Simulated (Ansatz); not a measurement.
Take the following structure.

```cif
data_structure
_symmetry_space_group_name_H-M 'P 1'
_symmetry_Int_Tables_number 1
_cell_length_a 3.1851
_cell_length_b 5.5167
_cell_length_c 14.8198
_cell_angle_alpha 90.000
_cell_angle_beta 92.291
_cell_angle_gamma 90.000
_cell_volume 260.19
loop_
_atom_site_label
_atom_site_type_symbol
_atom_site_fract_x
_atom_site_fract_y
_atom_site_fract_z
_atom_site_occupancy
Mo1 Mo 0.50000 0.83319 0.25000 1
Mo2 Mo 0.50000 0.16681 0.75000 1
S1 S 0.48045 0.83347 0.64448 1
S2 S 0.51955 0.16653 0.35552 1
S3 S 0.51955 0.83347 0.85552 1
S4 S 0.48045 0.16653 0.14448 1
Mo3 Mo 0.00000 0.33319 0.25000 1
Mo4 Mo 0.00000 0.66681 0.75000 1
S5 S 0.98045 0.33347 0.64448 1
S6 S 0.01955 0.66653 0.35552 1
S7 S 0.01955 0.33347 0.85552 1
S8 S 0.98045 0.66653 0.14448 1
```

**Say what kind of structure these coordinates give.**

It has the composition MoS2. The atoms follow space group C2/c (No. 15); the Bravais lattice is base-centred monoclinic. Counting shared atoms by their share gives 4 Mo, 8 S, or 12 atoms. Mo is linked to six S in a trigonal prismatic arrangement at 2.41 Å. S is linked to three Mo in a trigonal pyramidal arrangement at 2.41 Å. Not all metal-metal contacts are counted. The bonds build MoS2 layers parallel to (001).

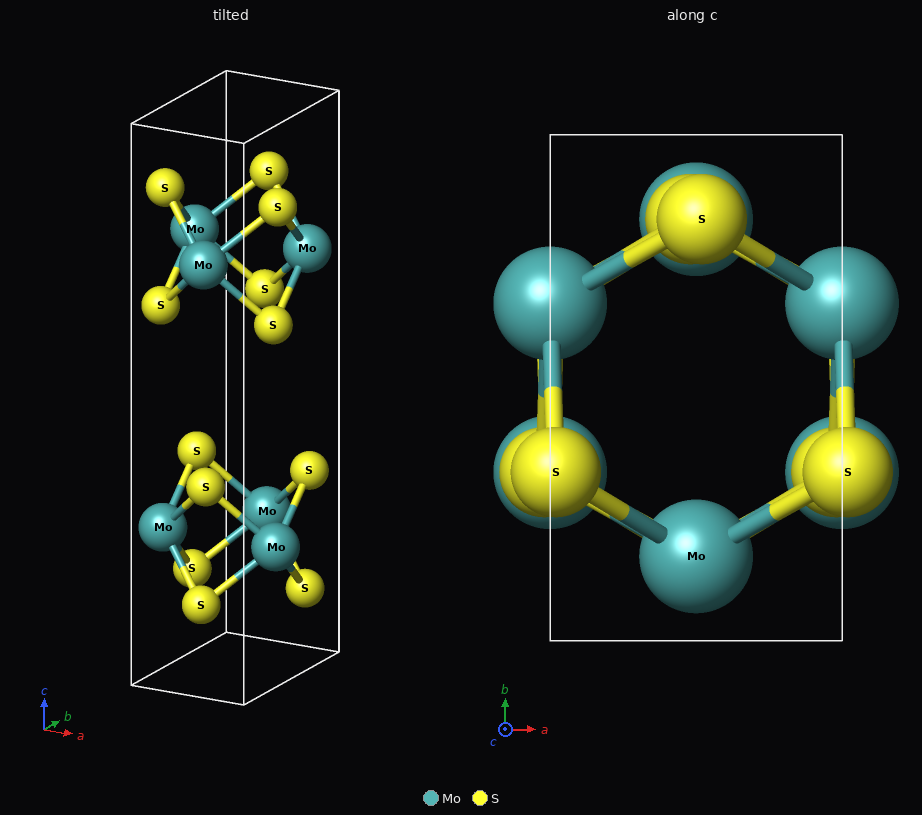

Ball-and-stick representation of a periodic structure, projected slightly off an axis and along the c axis. One conventional unit cell is framed, with atoms on its boundary repeated. Colours: molybdenum teal, sulfur yellow.

The initial geometry was a structure listed in the Materials Project. The cell was then strained or its atoms displaced on purpose. An electronic-structure calculation with Ansatz was run on it.
